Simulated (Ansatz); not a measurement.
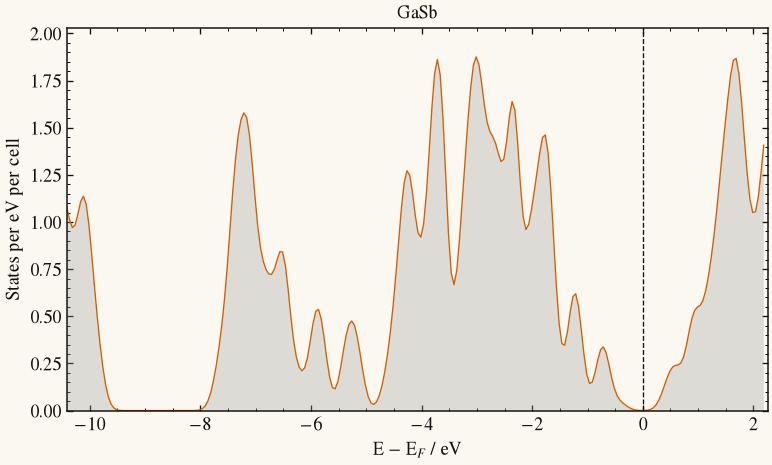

Density of states. Energies are counted from the Fermi level, put mid-gap where there is a gap. The curve is built from the levels of the k mesh with Gaussians 0.3 eV wide, which also blur the band edges.

Calculation on GaSb, space group F-43m, 2 atoms in the cell, zincblende type, hydrostatic strain −2.0%.

Ansatz; DFT, r2SCAN, plane waves, PAW, no spin polarisation, 8×8×8 k mesh, 500 eV cutoff.

Is there a gap at the Fermi level, and how wide?

Answer. There is a gap; over the k points computed it is 0.83 eV.

How wide is the upper valence band?

Answer. The upper group of valence states starts about 7.3 eV under the valence-band top (which lies at −0.4 eV on this axis), with a gap beneath it; it holds about 6 electrons a cell.

Spin-orbit coupling is left out, which matters for Sb.
